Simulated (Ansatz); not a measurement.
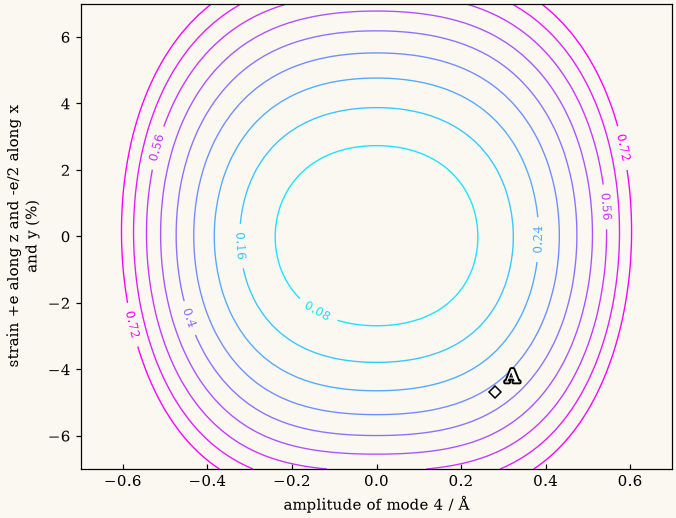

Si (C2/m, No. 12; 8 atoms in the cell). The energy is mapped over a normal mode and a strain (zone-centre modes of the 8-atom cell of this scan). The first coordinate is: amplitude of mode 4 (91 cm⁻¹), largest displacement in the unstrained cell; the second: strain +e along z and -e/2 along x and y. Nothing is relaxed (the pattern is fixed in fractional coordinates). Grid: 11 × 7 points; 42 points were computed and 35 follow by symmetry. Points are written as (first, second). All energies are given in eV per cell relative to the lowest grid point. The band gap closes in part of the range. Method: DFT PBE, scalar-relativistic, plane waves, PAW in Ansatz 0.2.0. Settings: cutoff 420 eV, k-mesh 10×10×6 in the order of the run's cell vectors, gaussian smearing 0.03 eV, no spin polarisation.

Drawn: contour lines labelled in eV (none above 0.72), the point A. Between grid points the surface is interpolated.

Q: Is A at rest? If not, where is it pushed?

A: A, at (0.279 Å, −4.67 %), is not a stationary point. The computed force is 0.86 eV for each Å towards smaller values of the first coordinate and 0.099 eV for each 1 % towards larger values of the second coordinate.

PAW datasets: the set soft_1.
